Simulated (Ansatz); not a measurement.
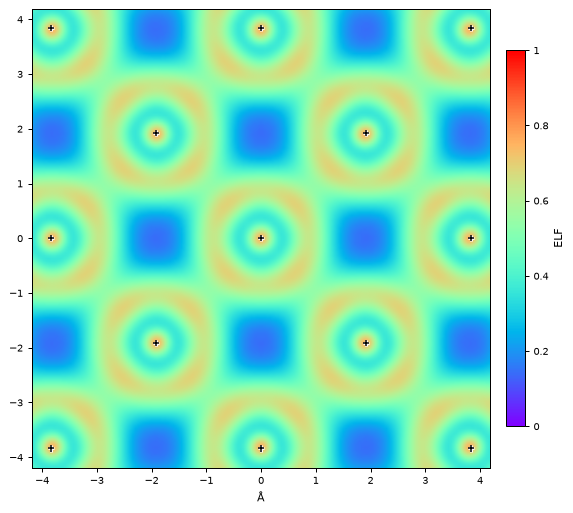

The ELF on a plane through atoms (crosses mark nuclei in the plane).

Computed with DFT PBEsol, scalar-relativistic, plane waves, PAW in Ansatz.

Candidates:
A. Zr, a = 3.18 Å, b = 3.18 Å, c = 5.12 Å, α = 90.00°, β = 90.00°, γ = 120.00°. Space group P6₃/mmc; a generated structure, not necessarily the stable one.
B. Si, a = 3.84 Å, b = 3.84 Å, c = 3.84 Å, α = 90.00°, β = 90.00°, γ = 90.00°. Space group Fm-3m; a generated structure, not necessarily the stable one.
C. Ti, a = 2.90 Å, b = 2.90 Å, c = 4.59 Å, α = 90.00°, β = 90.00°, γ = 120.00°. Space group P6₃/mmc; computed without spin polarisation.

Which system is this?

Candidate B: Si on the (001) plane of the conventional cell, which holds Si. Si–Si (2.71 Å): the ELF peaks at about 0.70 between the atoms.
